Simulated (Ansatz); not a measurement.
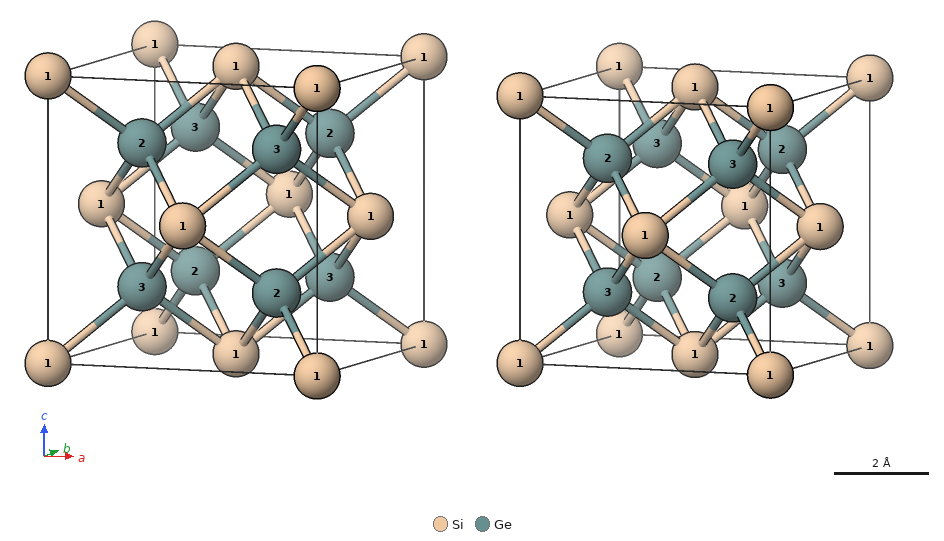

Two geometries of solid SiGe2 (a generated structure, set up in Fm-3m) (coarse preliminary run), drawn at one scale. One is the start of a relaxation, the other its converged end. Style: ball-and-stick. Shown: the conventional cell (4 times the calculation's cell), slightly off an axis. Lengths and directions refer to the drawn axes.

Level of theory: Ansatz, DFT PBE, scalar-relativistic, plane waves, PAW. (plane-wave cutoff 420 eV; k-point mesh 6 × 6 × 6; occupations gaussian; smearing width 0.1 eV; no spin polarisation; cell and atoms relaxed; force threshold 0.05 eV/Å; at most 80 steps)

> Which geometry has the lower energy?

The left one is the relaxed one. No atom moves by more than 0.005 Å relative to the cell. The drawn cell changes as follows: a = b = c 5.783 → 6.214 Å (+7.5 %); the volume changes by +24.1 %. Among the contacts that change: Si1–Ge2 2.504 → 2.691 Å. The space group stays Fm-3m (No. 225). Over 3 accepted moves (4 points after the start) the energy falls by 0.646 eV per cell of the calculation. All forces vanish by symmetry, so only the cell relaxes. Pressure: 20.71 GPa at the start and 0.47 GPa at the end. At 1 point the geometry stayed and the basis and grid were re-selected for the new cell (energy shift of 9.1 meV per cell of the calculation at most each time). The run took of the order of 5 core-seconds on a shared host.
